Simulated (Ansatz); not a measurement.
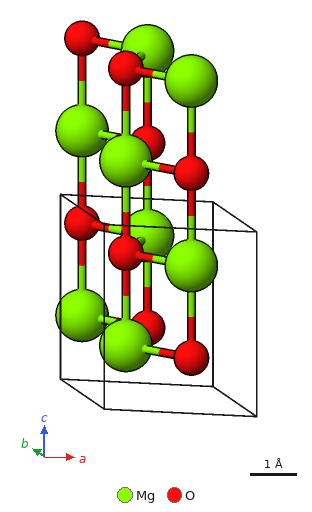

Solid MgO (set up in P6_3/mmc), before the relaxation. Style: ball-and-stick. Shown: the cell of the calculation, repeated 1 × 2 × 2 with one cell outlined, slightly off an axis.

Case: relaxed at 8 GPa.

Computed with DFT LDA, scalar-relativistic, plane waves, PAW (Ansatz 0.2.0).

Input
```yaml
crystal:
  lattice:
    - [3.4265760577, 0.0, 0.0]
    - [-1.7132880288, 2.9675019139, 0.0]
    - [0.0, 0.0, 4.1125883338]
  atoms:
    - { symbol: Mg, position: [0.6666666667, 0.3333333333, 0.75] }
    - { symbol: Mg, position: [0.3333333333, 0.6666666667, 0.25] }
    - { symbol: O, position: [0.6666666667, 0.3333333333, 0.25] }
    - { symbol: O, position: [0.3333333333, 0.6666666667, 0.75] }
basis:
  ecutwfc: 420
kpoints:
  mp_grid: { grid: [12, 12, 6] }
hamiltonian:
  xc: lda
scf:
  occupations: { method: fixed }
output:
  forces: true
  stress: true
  eigenvalues: true
relax:
  adjacent_minimum: "off"
  f_tol: 0.001
  max_steps: 60
  cell: { stress_tol: 0.02, p_target: 8.0 }
```

Run as
```bash
ansatz run input.yaml --threads 1 --pin off --max-ram 3072MiB --backend cpu --events-out ev --progress --plain --runs-dir out
```

Predict the outcome.

The energy rises by 42.7 meV per cell of the calculation in 4 accepted moves (6 points after the start). With the target pressure of 8 GPa, the enthalpy E + pV changes by −20.2 meV per cell of the calculation. All forces vanish by symmetry, so only the cell relaxes. Pressure: 2.99 GPa at the start and 7.99 GPa at the end. At 2 points the geometry stayed and the basis and grid were re-selected for the new cell (energy shift of 4.8 meV per cell of the calculation at most each time). No atom moves by more than 0.005 Å relative to the cell. Cell: a = b 3.427 → 3.390 Å (−1.1 %), c 4.113 → 4.075 Å (−0.9 %). Volume −3.0 %. Some distances before and after: Mg1–O4 1.978 → 1.957 Å, Mg1–O3 2.056 → 2.037 Å. The space group stays P6_3/mmc (No. 194). Cost: 14 s on 1 thread of Intel(R) Xeon(R) Platinum 8488C (Sapphire Rapids), on a shared host, peak memory 0.4 GiB.

After the run, drawn alike:

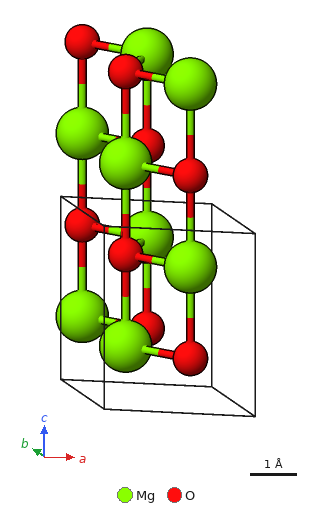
